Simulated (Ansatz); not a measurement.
Read the following structure.

```xyz
3
Lattice="0.0000 0.0000 -3.1529 -3.1529 0.0000 0.0000 1.5765 4.7354 1.5765" Properties=species:S:1:pos:R:3 pbc="T T T"
W     0.0000    0.0000    0.0000
W     0.0000    3.1569    0.0000
W    -1.5765    1.5785   -1.5765
```

Q: Summarise the structure in words.

A: The element is tungsten. Within 0.01 Å the space group is Im-3m (No. 229), body-centred cubic: body-centred cubic (W type). The cell holds three atoms. The W atoms are each bonded to eight W in a cubic arrangement at 2.73 Å. Not all metal-metal contacts are counted. The bonds build a three-dimensional framework.

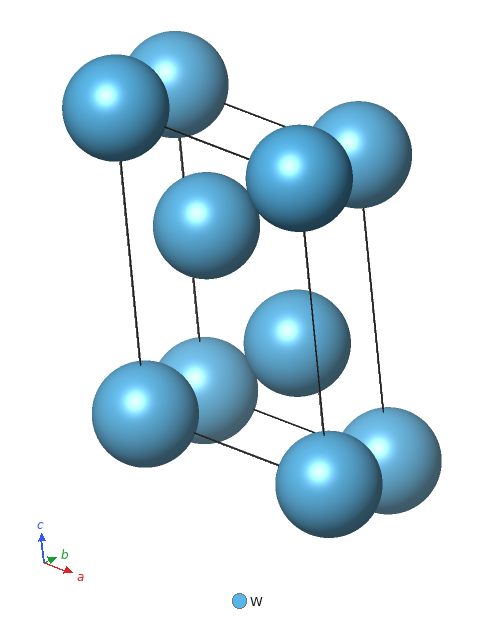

View slightly off an axis, drawn as a spheres-only model. The unit cell is drawn as a box. Colours: tungsten blue.

Its origin is a structure listed in the Materials Project, with elements exchanged, so it need not be a known form of the compound. Cell shown after relaxation with DFT PBEsol, scalar-relativistic, plane waves, PAW in Ansatz 0.2.0.
